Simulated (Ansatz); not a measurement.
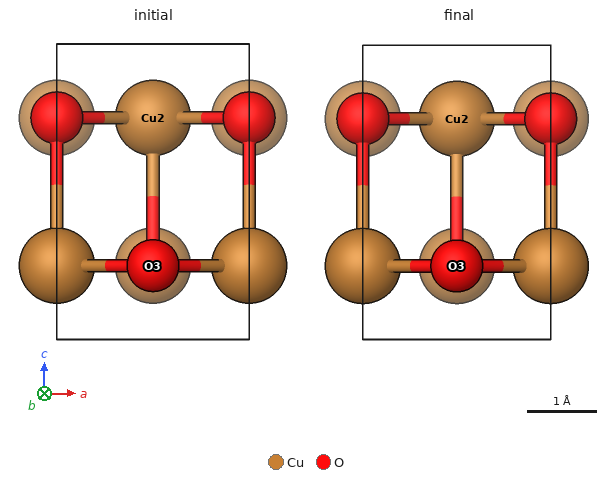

The structure of solid CuO$_{2}$ (set up in Cmcm) before (left) and after (right) a relaxation, at one scale.

The picture is a ball-and-stick view of the conventional cell (2 times the calculation's cell), seen along the b axis. Lengths and directions refer to the drawn axes.

Case: dispersion relaxed: r2SCAN, none.

All numbers below come from DFT r2SCAN, scalar-relativistic, plane waves, PAW in Ansatz 0.2.0.

The input:
```yaml
crystal:
  lattice:
    - [1.412615, -5.210747, 0.0]
    - [1.412615, 5.210747, 0.0]
    - [0.0, 0.0, 4.343424]
  atoms:
    - { symbol: Cu, position: [0.832747, 0.167253, 0.25] }
    - { symbol: Cu, position: [0.167253, 0.832747, 0.75] }
    - { symbol: O, position: [0.448514, 0.551486, 0.25], spin: 0.38 }
    - { symbol: O, position: [0.551486, 0.448514, 0.75], spin: 0.38 }
    - { symbol: O, position: [0.21103, 0.78897, 0.25] }
    - { symbol: O, position: [0.78897, 0.21103, 0.75] }
basis:
  ecutwfc: 500
kpoints:
  mp_grid: { grid: [14, 14, 8] }
hamiltonian:
  xc: r2scan
scf:
  occupations: { method: gaussian, width: 0.1 }
output:
  forces: true
  stress: true
  eigenvalues: true
  populations: true
magnetization:
  spin_polarized: true
relax:
  adjacent_minimum: "off"
  f_tol: 0.01
  max_steps: 60
  cell: { stress_tol: 0.05 }
```

Command:
```bash
ansatz run input.yaml --threads 1 --pin off --max-ram 2560MiB --backend cpu --events-out ev --progress --plain --runs-dir out
```

What changed between the two?

Answer. The run was cut off at its time limit before the relaxation converged, so the last structure is only a point on the way. The largest moves relative to the cell, 0.050 Å, are those of O3 and O4. O4 goes along +b. By element the largest moves are O 0.050 Å, Cu 0.035 Å. The drawn cell changes as follows: a 2.825 → 2.761 Å (−2.3 %), b 10.421 → 10.183 Å (−2.3 %), c 4.343 → 4.324 Å (−0.5 %); the volume changes by −5.0 %. Among the contacts that change: Cu1–O5 1.899 → 1.855 Å, Cu1–O3 1.858 → 1.825 Å. Bond angles that change, for instance: O5–Cu2–O5 156.3° → 153.1°, Cu2–O5–Cu2 156.3° → 153.1°. The space group stays Cmcm (No. 63). After 2 geometry steps the energy has fallen by 0.103 eV per cell of the calculation. Largest force component: 0.69 eV/Å at the start, 0.063 eV/Å at the end. The pressure goes from −7.55 to 0.56 GPa. The run took 25 min on 1 thread of Intel(R) Xeon(R) Processor @ 2.50GHz (Skylake/Cascade Lake), with other jobs on the host, peak memory 1.5 GiB.
